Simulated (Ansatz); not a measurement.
Geometry relaxation, with input and output: C$_{16}$H (part 2 of 3)

The same run, continued: C$_{16}$H (slab, 17 atoms in the cell); DFT r2SCAN, scalar-relativistic, plane waves, PAW, no spin polarisation (Ansatz 0.2.0); cutoff 500 eV, 12×4×1 k-mesh, Gaussian smearing of 0.1 eV. The structure derives from a Materials Project entry. The input holds or restrains some coordinates. Forces given for the steps count only the free coordinates.

Geometry of the input (Å; fractional positions):
```
2.4558  0.0000  0.0000
0.0000  7.0404  0.0000
0.0000  0.0000  26.7982
C  0.0000  0.2500  0.3172
C  0.5000  0.7500  0.3436
C  0.5000  0.2500  0.3436
C  0.0000  0.7500  0.3701
C  0.5000  0.2500  0.3965
C  0.0000  0.7500  0.4230
C  0.0000  0.2500  0.4230
C  0.5000  0.7500  0.4495
C  0.0000  0.2500  0.4764
C  0.5000  0.7500  0.5029
C  0.5000  0.2500  0.5023
C  0.0000  0.7500  0.5288
C  0.5000  0.2500  0.5573
C  0.0000  0.7500  0.5838
C  0.0000  0.2500  0.5804
C  0.5000  0.7500  0.6068
H  0.5000  0.0833  0.5709
```

## Output, continued
```
relax step  24: F+E_penalty+E_count = -4031.88478864 eV  Δ(F+E_penalty+E_count) = -2.445e-2 eV  max|allowed force component| = 7.814e-2 eV/Å  Δτ_max = 0.1916 Å  (9 SCF iters, dr2 threshold 4.13e-6 eV, accepted)
SCF 25 converged in 8 iterations: F = -4031.905092 eV  dr2 = 3.72e-6
relax step  25: F+E_penalty+E_count = -4031.90509226 eV  Δ(F+E_penalty+E_count) = -2.030e-2 eV  max|allowed force component| = 6.092e-2 eV/Å  Δτ_max = 0.1930 Å  (8 SCF iters, dr2 threshold 4.21e-6 eV, accepted)
SCF 26 converged in 9 iterations: F = -4031.921341 eV  dr2 = 1.50e-6
relax step  26: F+E_penalty+E_count = -4031.92134102 eV  Δ(F+E_penalty+E_count) = -1.625e-2 eV  max|allowed force component| = 6.408e-2 eV/Å  Δτ_max = 0.1967 Å  (9 SCF iters, dr2 threshold 2.26e-6 eV, accepted)
SCF 27 converged in 10 iterations: F = -4031.934411 eV  dr2 = 5.03e-7
relax step  27: F+E_penalty+E_count = -4031.93441089 eV  Δ(F+E_penalty+E_count) = -1.307e-2 eV  max|allowed force component| = 7.760e-2 eV/Å  Δτ_max = 0.1950 Å  (10 SCF iters, dr2 threshold 2.50e-6 eV, accepted)
SCF 28 converged in 7 iterations: F = -4031.942637 eV  dr2 = 2.65e-6
relax step  28: F+E_penalty+E_count = -4031.94263687 eV  Δ(F+E_penalty+E_count) = -8.226e-3 eV  max|allowed force component| = 9.817e-2 eV/Å  Δτ_max = 0.1949 Å  (7 SCF iters, dr2 threshold 6.02e-6 eV, accepted)
SCF 29 converged in 9 iterations: F = -4031.947937 eV  dr2 = 3.69e-6
relax step  29: F+E_penalty+E_count = -4031.94793738 eV  Δ(F+E_penalty+E_count) = -5.301e-3 eV  max|allowed force component| = 6.994e-2 eV/Å  Δτ_max = 0.1994 Å  (9 SCF iters, dr2 threshold 9.64e-6 eV, accepted)
SCF 30 converged in 9 iterations: F = -4031.948989 eV  dr2 = 9.11e-7
relax step  30: F+E_penalty+E_count = -4031.94898854 eV  Δ(F+E_penalty+E_count) = -1.051e-3 eV  max|allowed force component| = 5.278e-2 eV/Å  Δτ_max = 0.1234 Å  (9 SCF iters, dr2 threshold 2.48e-6 eV, accepted)
SCF 31 converged in 6 iterations: F = -4031.949137 eV  dr2 = 9.37e-7
relax step  31: F+E_penalty+E_count = -4031.94913729 eV  Δ(F+E_penalty+E_count) = -1.488e-4 eV  max|allowed force component| = 1.561e-2 eV/Å  Δτ_max = 0.0222 Å  (6 SCF iters, dr2 threshold 1.41e-6 eV, accepted)
iter 1 solved again at ethr=1.44e-9 eV; its pass at ethr=3.10e-3 eV (dr2=9.38e-7 eV) is discarded
SCF iter   1: F=—  HF=-4031.949137 eV  |F-HF|=—  |Δ(HF+E_count)|=         —  Δρ=1.09e-5  dr2=9.37e-7  dr2_τ=8.71e-9  ethr=1.44e-9  p=0.230 e·Å  D=9.00e-2 V/Å  ΔV_dip=-2.41 eV  dr2_dipole=3.24e-8  V_vac-E_F(+/−)=4.52/6.94 eV  ⟨swp⟩=1.0  Hψ=2604  notcnv=0
efield: sawtooth ramp at fractional position 0.9120 (handed on by an earlier solve), width 0.1000; the density the first Hamiltonian is built on has a dipole p = 0.230 e·Å; the dipole correction subtracts the counter field D = 9.00e-2 V/Å, which shifts the + side's vacuum level by -2.41 eV against the − side's; the planar-averaged density in the ramp window peaks in size at 3.9e-7 e/Å³
preconditioner: auto → LDOS  [metal: Δε(μ)=0.019 eV  Ē_g=14.735 eV  σ=0.100 eV  W_gap=0.10  n_scr=60 (ndim 8)  ℏωp=13.9 eV  f_vac=0.614  D(μ)=10.83/eV (n_scr^D=64)  β→1.0]
SCF iter   2: F=—  HF=-4031.949138 eV  |F-HF|=—  |Δ(HF+E_count)|=   4.00e-7  Δρ=6.94e-6  dr2=4.04e-7  dr2_τ=4.44e-9  ethr=1.44e-9  p=0.231 e·Å  D=9.00e-2 V/Å  ΔV_dip=-2.41 eV  dr2_dipole=1.56e-8  V_vac-E_F(+/−)=4.52/6.94 eV  ⟨swp⟩=1.9  Hψ=864  notcnv=0
SCF iter   3: F=—  HF=-4031.949138 eV  |F-HF|=—  |Δ(HF+E_count)|=   2.89e-7  Δρ=3.35e-6  dr2=1.10e-7  dr2_τ=1.14e-9  ethr=6.21e-10  p=0.231 e·Å  D=9.00e-2 V/Å  ΔV_dip=-2.41 eV  dr2_dipole=1.41e-8  V_vac-E_F(+/−)=4.52/6.94 eV  ⟨swp⟩=2.4  Hψ=1053  notcnv=0
SCF iter   4: F=-4031.949138 eV  HF=-4031.949138 eV  |F-HF|=3.93e-9  |Δ(HF+E_count)|=   5.94e-9  Δρ=1.65e-6  dr2=2.87e-8  dr2_τ=2.79e-10  ethr=1.54e-10  p=0.231 e·Å  D=9.00e-2 V/Å  ΔV_dip=-2.41 eV  dr2_dipole=5.07e-9  V_vac-E_F(+/−)=4.52/6.94 eV  ⟨swp⟩=15.3  Hψ=7347  notcnv=0
SCF 32 converged in 4 iterations: F = -4031.949138 eV  dr2 = 2.87e-8
relax step  32: F+E_penalty+E_count = -4031.94913790 eV  Δ(F+E_penalty+E_count) = -6.119e-7 eV  max|allowed force component| = 1.503e-2 eV/Å  Δτ_max = 0.0000 Å  (4 SCF iters, accepted)
iter 1 solved again at ethr=4.58e-11 eV; its pass at ethr=3.10e-3 eV (dr2=2.98e-8 eV) is discarded
SCF iter   1: F=—  HF=-4031.949138 eV  |F-HF|=—  |Δ(HF+E_count)|=         —  Δρ=1.65e-6  dr2=2.87e-8  dr2_τ=2.79e-10  ethr=4.58e-11  p=0.231 e·Å  D=9.00e-2 V/Å  ΔV_dip=-2.41 eV  dr2_dipole=5.07e-9  V_vac-E_F(+/−)=4.52/6.94 eV  ⟨swp⟩=1.0  Hψ=2810  notcnv=0
efield: sawtooth ramp at fractional position 0.9120 (kept from the solve that this one continues, or follows in the run), width 0.1000; the density the first Hamiltonian is built on has a dipole p = 0.231 e·Å; the dipole correction subtracts the counter field D = 9.00e-2 V/Å, which shifts the + side's vacuum level by -2.41 eV against the − side's; the planar-averaged density in the ramp window peaks in size at 4.0e-7 e/Å³
SCF iter   2: F=-4031.949138 eV  HF=-4031.949138 eV  |F-HF|=2.02e-9  |Δ(HF+E_count)|=   1.74e-8  Δρ=1.08e-6  dr2=1.21e-8  dr2_τ=9.86e-11  ethr=4.42e-11  p=0.231 e·Å  D=9.00e-2 V/Å  ΔV_dip=-2.41 eV  dr2_dipole=1.56e-9  V_vac-E_F(+/−)=4.52/6.94 eV  ⟨swp⟩=11.2  Hψ=7120  notcnv=0
SCF 33 converged in 2 iterations: F = -4031.949138 eV  dr2 = 1.21e-8
```

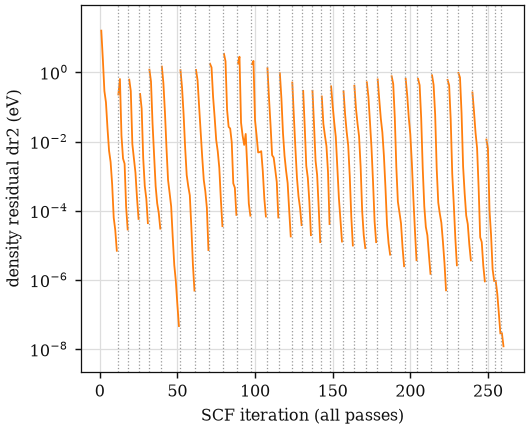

Figure 1. Convergence of the self-consistent field: density residual dr2 against the SCF iteration. Dotted lines part the SCF passes that the log prints in full.

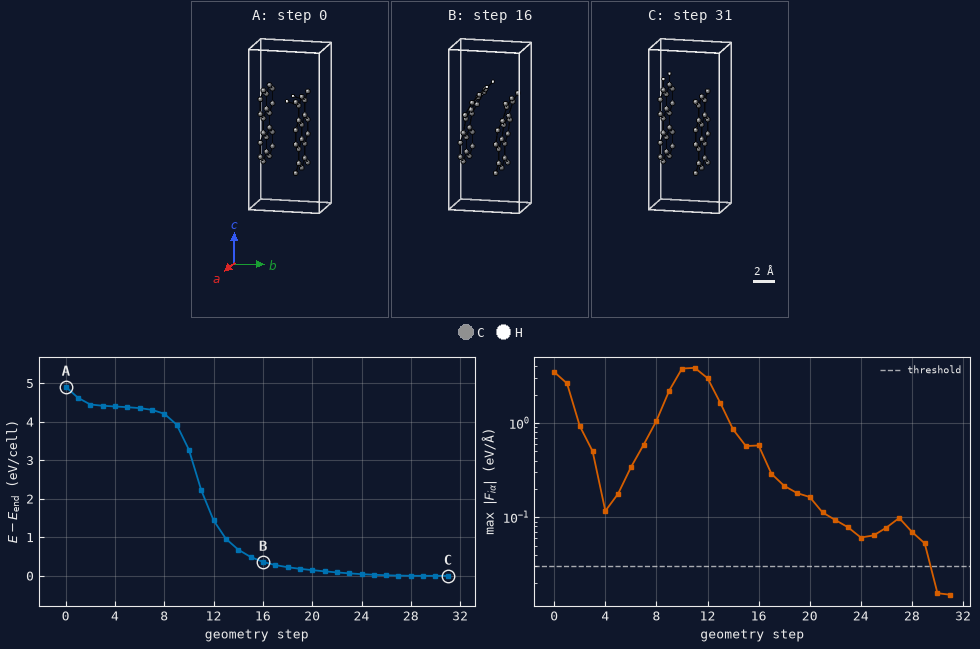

Figure 2. Frames of the restrained relaxation (ball-and-stick view of the 2 × 1 repeat of the cell, with the vacuum cut short (origin shifted), seen slightly off an axis) above the curves, on which the letters mark them (the first geometry is step 0 here and step 1 in the log).

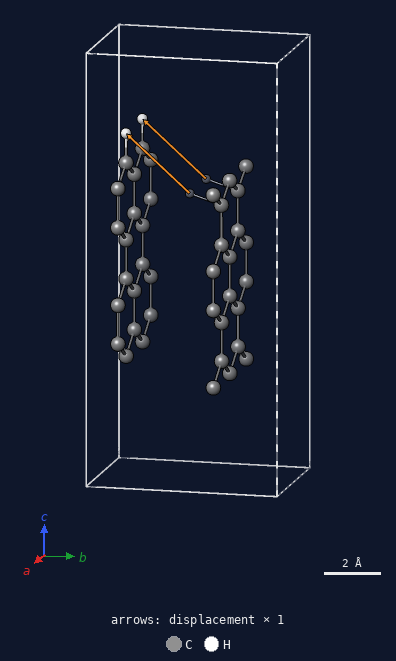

Figure 3. Start (faint) and end (solid) with the displacements as orange arrows, at true length (ball-and-stick view of the 2 × 1 repeat of the cell, with the vacuum cut short (origin shifted), seen slightly off an axis). The atom that moves furthest is H17 (3.14 Å). By element the largest moves are H 3.14 Å, C 0.04 Å. The cell stays as it was. Distances before and after: C13–H17 1.229 → 4.287 Å, C16–H17 2.536 → 1.084 Å, C12–C14 1.474 → 1.439 Å, C14–C16 1.373 → 1.404 Å. New bonds form: C16–H17 (2.54 → 1.08 Å). Bonds break: C13–H17 (1.23 → 4.29 Å). Among the angles that change: C16–C14–C16 126.8° → 122.0°, C12–C14–C16 116.6° → 119.0°. After 31 geometry steps the energy has fallen by 4.910 eV per cell of the calculation. Largest force component: 3.5 eV/Å at the start, 0.015 eV/Å at the end. (Atoms are counted from 1 in the order of the input.)

```
WARN: The output density's exchange-correlation potential varies sharply where the density is thin. Do not read a vacuum level from v_tot or v_xc, or from such a field of the output density. On a cell that repeats whose density bears no net charge and no dipole along the vacuum's axis use v_es (v_loc + v_h of the components); under efield.dipole_correction with no amplitude use v_es + v_field, which holds any external_charges[].barrier, or the levels of the report's work_function block, which leave it out; under a non-zero efield.amplitude the vacuum is tilted and has no level; on a cell that repeats and bears such a dipole with no correction it is tilted too, and efield.dipole_correction with no amplitude gives each side of its ramp a level where efield: is served; in a cell that repeats whose density bears a net charge (total_charge, or a fill off its count) it is curved and has none; of a slab under crystal.periodic whose density bears no net charge use v_es, which has a level on each side, short of where the two are joined; of another it falls or rises all the way out and has none; of a slab beside external_charges read slab_vacuum_level instead, which it has where they leave it neutral. The grid or the basis barely resolves most such structure, and the values can differ between equally converged runs; as a rule a tighter scf.convergence.dr2_threshold does not remove it. Where the density itself ripples (under the LDA too) a higher basis.ecutwfc lessens it. The files hold the spikes' plane waves up to the density's cutoff. Files: v_tot_of_output_density and the like, and their columns of v_z.tsv (output.write_potential); v_xc_of_output_density and the like, and their columns of v_comp_z.tsv (output.write_potential_components). Measured: with its Gaussian average of σ = 0.25 Å subtracted twice, the exchange-correlation potential is over 0.1 eV at 7880 of the grid points where the equally averaged density (valence and model cores) is under 1e-3 e/Å³, and 1.36 eV at the most among them, at an averaged density of 7.3e-4 e/Å³. The input density's (outcome.potential() and, of a run that writes arrays, v_tot and v_xc) is over 0.1 eV, so measured, at 2247 points of its own thin density, 1.35 eV at the most. See output.write_potential in the manual, Limitations
SCF converged after 2 iterations
Free energy (F): -4031.949138 eV
Harris-Foulkes:  -4031.949138 eV  (|F-HF|=2.02e-9)
Internal energy: -4031.894997 eV  (E = F + TS)
E sigma→0 (E₀):  -4031.922067 eV
Entropy (-TS):   -0.054141 eV (-3.185 meV/atom)
Fermi energy:    -1.984303 eV
Dipole field:    D = 0.090061 V/Å  (p = 0.230607 e·Å, saw-weighted, corrected)
Work function:   Φ+ = 4.5233 eV   Φ− = 6.9368 eV
Levels:          The Fermi level and band energies are counted from a zero that moves with the ramp; work functions are not
--- Per-component energies (eV) ---
  E_band       = -706.199448
  E_kinetic    = 1446.416963
  E_local      = -47597.241902  (includes V_loc(G=0)·N_el)
  E_nonlocal   = 434.895940
  E_hartree    = 23052.312483
  E_xc         = -756.318040
  E_vxc        = -1048.562380  (∫ρ·V_xc dr)
  E_paw        = -1612.318207  (= ΣΔE_a)
  E_vpaw       = -105.659312  (= ΣTr[D̂ρ^β])
  E_aug_tail   = -0.000421  (compensation charges beyond the density's cutoff)
  E_vtau       = 59.905791  (kinetic-family band-sum trace: ∫τ·v_τ [+ j·A + Jᵃ·Aᵃ] dr)
  E_efield     = 0.010384  (sawtooth field / dipole correction)
  E_vefield    = -0.570391  (∫n·V_field dr)
  E_ewald      = 21000.744181
  E_core_change = -0.396380  (= ΣΔE_core)
  E_smearing   = -0.054141  (= −TS)
  E_closure    = 0.000000  (closes the sum)
  Σ components = -4031.949138   (vs F -4031.949138, Δ=0.00e0)
--- Forces (eV/Å), atoms counted from 1 ---
  atom   1  C      0.00000000    -0.00025933     2.17082625
  atom   2  C      0.00000000     0.00003503     2.05780815
  atom   3  C     -0.00000000     0.00141848    -3.30246923
  atom   4  C     -0.00000000     0.00002441    -3.12706653
  atom   5  C      0.00000000     0.00396171     1.38453997
  atom   6  C      0.00000000     0.00025093     1.27667612
  atom   7  C     -0.00000000    -0.00857559    -0.28579349
  atom   8  C     -0.00000000     0.00106212    -0.16753316
  atom   9  C     -0.00000000    -0.00142000     0.00132168
  atom  10  C     -0.00000000    -0.00143584    -0.00098490
  atom  11  C      0.00000000     0.00726245     0.00408879
  atom  12  C      0.00000000     0.00049414     0.00226585
  atom  13  C      0.00000000     0.00075524     0.00732727
  atom  14  C      0.00000000    -0.00482169     0.00993137
  atom  15  C     -0.00000000    -0.00057458    -0.01501794
  atom  16  C     -0.00000000    -0.00148259    -0.00798665
  atom  17  H     -0.00000000     0.00334884    -0.00771387
  max |Σ_I F_I| component: 2.20e-4 eV/Å
--- Band table (eV; the first three rows and the last of 21) ---
  k-point 0: bands = ["-22.2901", "-22.0879", "-21.2464", "-21.0116", "-19.6482", "-19.3638", "-17.7399", "-17.4599", "-14.3160", "-13.6583", "-11.5755", "-10.4863", "-10.1269", "-8.9684", "-8.5923", "-8.5287", "-8.3434", "-8.2954", "-7.6456", "-7.4637", "-7.4316", "-7.1688", "-6.9841", "-6.3645", "-6.2749", "-6.0547", "-6.0079", "-5.2633", "-5.2458", "-5.2305", "-4.4969", "-2.0915", "-1.8787", "-1.6004", "1.1197", "1.8038", "2.5115", "2.7980", "3.4333", "3.5946", "4.0422", "4.5686", "4.7307", "5.0398", "5.2415", "5.4292", "5.6684", "6.0807", "6.1579", "6.1716"]
  k-point 1: bands = ["-22.2653", "-22.1142", "-21.2325", "-21.0270", "-19.6421", "-19.3714", "-17.7371", "-17.4641", "-14.3165", "-13.6590", "-11.5763", "-10.4875", "-9.9318", "-8.9311", "-8.6481", "-8.5920", "-8.3404", "-8.2984", "-7.7839", "-7.4601", "-7.4352", "-7.1705", "-6.9306", "-6.3638", "-6.2756", "-6.1932", "-6.0065", "-5.2611", "-5.2480", "-5.1772", "-4.6271", "-2.0566", "-1.8708", "-1.6113", "1.1557", "1.7096", "2.6738", "3.4274", "3.5298", "3.5919", "4.3021", "4.4552", "4.6174", "4.9235", "5.0966", "5.3561", "5.8707", "6.0505", "6.1360", "6.2352"]
  k-point 2: bands = ["-22.2250", "-22.1561", "-21.2160", "-21.0451", "-19.6356", "-19.3794", "-17.7342", "-17.4685", "-14.3170", "-13.6597", "-11.5772", "-10.4887", "-9.4630", "-9.3933", "-8.5963", "-8.3369", "-8.3280", "-8.3019", "-8.1737", "-7.4549", "-7.4404", "-7.1741", "-6.6680", "-6.5096", "-6.3631", "-6.2764", "-6.0073", "-5.2577", "-5.2515", "-4.9841", "-4.8758", "-2.0191", "-1.8676", "-1.6236", "1.2340", "1.5757", "3.0098", "3.2549", "3.8167", "4.0235", "4.3184", "4.4487", "5.0826", "5.1681", "5.3906", "5.4959", "5.6852", "5.8413", "5.8820", "6.1898"]
  k-point 20: bands = ["-17.7389", "-17.7008", "-17.6626", "-17.6508", "-17.1422", "-17.0223", "-16.2597", "-15.9954", "-15.1750", "-14.9475", "-14.9074", "-14.8565", "-13.5507", "-13.5012", "-13.4012", "-13.3535", "-10.2667", "-10.1817", "-9.9783", "-9.7303", "-9.0162", "-8.8126", "-8.6902", "-4.4579", "-4.4552", "-4.4104", "-4.3226", "-4.2029", "-4.0828", "-2.5780", "-2.4106", "-2.3398", "-1.9828", "-1.3044", "-0.9407", "-0.8013", "0.3844", "0.4411", "0.7149", "0.7587", "1.1568", "1.2394", "6.1465", "6.6279", "6.8166", "7.7597", "7.9525", "8.4943", "8.7977", "9.4089"]
--- Relaxed structure (32 steps of the walk, 32 accepted, 0 SCFs on fresh bases) ---
  F+E_penalty+E_count = -4031.94913790 eV   max|allowed force component| = 1.503e-2 eV/Å
  atoms:
    - { symbol: C, position: [0.0, 0.25000000000000006, 0.3171856294] }
    - { symbol: C, position: [0.5, 0.7500000000000001, 0.3436398866] }
    - { symbol: C, position: [0.5, 0.25000000000000006, 0.3436398866] }
    - { symbol: C, position: [0.0, 0.7500000000000001, 0.37009414370000004] }
    - { symbol: C, position: [0.5, 0.25000000000000006, 0.39654840080000003] }
    - { symbol: C, position: [0.0, 0.7500000000000001, 0.4230026579000001] }
    - { symbol: C, position: [0.0, 0.25000000000000006, 0.4230026579000001] }
    - { symbol: C, position: [0.5, 0.7500000000000001, 0.4494569151] }
    - { symbol: C, position: [-7.407593587902401e-20, 0.24962109840769062, 0.4764552352827003] }
    - { symbol: C, position: [0.5, 0.7499874976851182, 0.5027548307013361] }
    - { symbol: C, position: [0.5, 0.24935628685711672, 0.5023675665504777] }
    - { symbol: C, position: [1.9976129756551636e-19, 0.7499354208852681, 0.5290192625406165] }
    - { symbol: C, position: [0.5, 0.24898104291415613, 0.5572695867623891] }
    - { symbol: C, position: [-1.464425999384154e-18, 0.749669192871908, 0.5827013745959349] }
    - { symbol: C, position: [1.781309725123453e-19, 0.24884551678677105, 0.5808804516787515] }
    - { symbol: C, position: [0.5, 0.7494212436702083, 0.6081083019587837] }
    - { symbol: H, position: [0.5, -0.2511031513920319, 0.648541222341679] }
```

## Trajectory as extended XYZ (Å, eV, eV/Å), 13 of the 32 frames kept, from step=1 to step=32
```
17
Lattice="2.4558 0.0000 0.0000 0.0000 7.0404 0.0000 0.0000 0.0000 26.7982" Properties=species:S:1:pos:R:3:forces:R:3 step=1 energy=-4027.03915
C     0.0000    1.7601    8.5000    0.0000   0.0075   2.1714
C     1.2279    5.2803    9.2089    0.0000  -0.0033   1.9386
C     1.2279    1.7601    9.2089    0.0000  -0.0098  -3.3281
C     0.0000    5.2803    9.9179    0.0000   0.0020  -3.0575
C     1.2279    1.7601   10.6268    0.0000   0.0027   1.4607
C     0.0000    5.2803   11.3357    0.0000  -0.0016   1.3544
C     0.0000    1.7601   11.3357    0.0000  -0.0093  -0.5264
C     1.2279    5.2803   12.0446    0.0000   0.0076  -0.2055
C     0.0000    1.7601   12.7671    0.0000   0.0152   0.2960
C     1.2279    5.2803   13.4775    0.0000  -0.0032  -0.1182
C     1.2279    1.7601   13.4612    0.0000   0.4897  -1.7004
C     0.0000    5.2803   14.1719    0.0000  -0.0654  -0.0330
C     1.2279    1.7601   14.9333    0.0000  -1.5794  -2.1051
C     0.0000    5.2803   15.6454    0.0000  -0.0665  -0.1445
C     0.0000    1.7601   15.5545    0.0000   0.4099   3.4807
C     1.2279    5.2803   16.2600    0.0000   0.1005   0.1927
H     1.2279    0.5867   15.3000    0.0000   0.7032   0.3242
```
